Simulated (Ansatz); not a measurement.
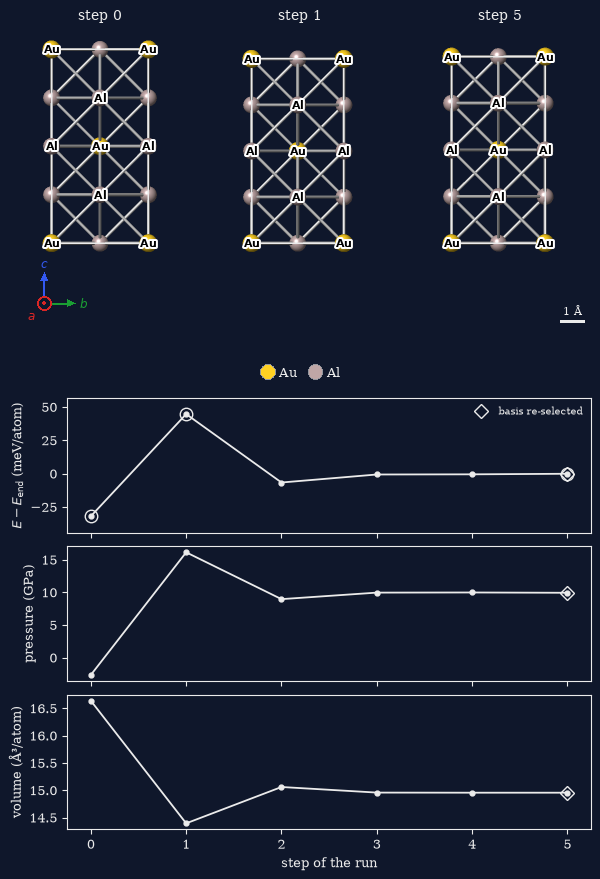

Frames of a relaxation of crystalline Al3Au (set up in I4/mmm), marked on the history of the run. A ball-and-stick model of the conventional cell (2 times the calculation's cell), seen along the a axis. Lengths and directions refer to the drawn axes.

The run lets cell and atoms move.

Method: Kohn-Sham DFT of a periodic cell, PBEsol, Ansatz PAW (Ansatz 0.2.0).

Input
```yaml
crystal:
  lattice:
    - [-2.025333, 2.025333, 4.0566]
    - [2.025333, -2.025333, 4.0566]
    - [2.025333, 2.025333, -4.0566]
  atoms:
    - { symbol: Au, position: [0.0, 0.0, 0.0] }
    - { symbol: Al, position: [0.5, 0.5, 0.0] }
    - { symbol: Al, position: [0.25, 0.75, 0.5] }
    - { symbol: Al, position: [0.75, 0.25, 0.5] }
hamiltonian:
  xc: pbesol
  pseudopotentials: { kind: paw }
kpoints:
  mp_grid: { grid: [9, 9, 9] }
scf:
  occupations: { method: fermi_dirac, width: 0.05 }
output:
  forces: true
  stress: true
  eigenvalues: true
  write_density: true
  write_potential: true
  elf: true
  volumetric_format: npy
relax:
  f_tol: 0.01
  max_steps: 40
  cell: { stress_tol: 0.05, p_target: 10.0 }
```

Launched with:
```bash
ansatz run input.yaml --threads 2 --pin off --max-ram 5632MiB --backend cpu --events-out ev --progress --plain --runs-dir out
```

**What happens along the run?**

The atoms keep their places relative to the cell (all moves are under 0.005 Å). The volume changes by −10.1 %, with a = b 4.051 → 3.914 Å (−3.4 %), c 8.113 → 7.811 Å (−3.7 %). Some distances before and after: Al–Al 2.866 → 2.765 Å, Al–Au 2.866 → 2.765 Å. The space group stays I4/mmm (No. 139). The energy rises by 31.9 meV per atom in 4 accepted moves (5 points after the start). With the target pressure of 10 GPa, the enthalpy E + pV changes by −73.2 meV per atom. All forces vanish by symmetry, so only the cell relaxes. Pressure: −2.62 GPa at the start and 9.95 GPa at the end. The SCF was repeated once at an unchanged geometry on a basis and grid sized afresh for the cell, which shifted the energy by 0.4 meV per atom at most. From step 0 to 1: volume −13.5 %, energy +76.6 meV per atom. From step 1 to 5: volume +3.9 %, energy −44.8 meV per atom.

```csv
step,"E − E(0), meV/atom","pressure, GPa","volume, Å³/atom",note
0,0.00,-2.62,16.640,
1,76.61,16.15,14.397,
2,25.30,8.98,15.062,
3,31.31,9.98,14.959,
4,31.43,10.00,14.957,
5,31.86,9.95,14.957,"same geometry, new basis"
```
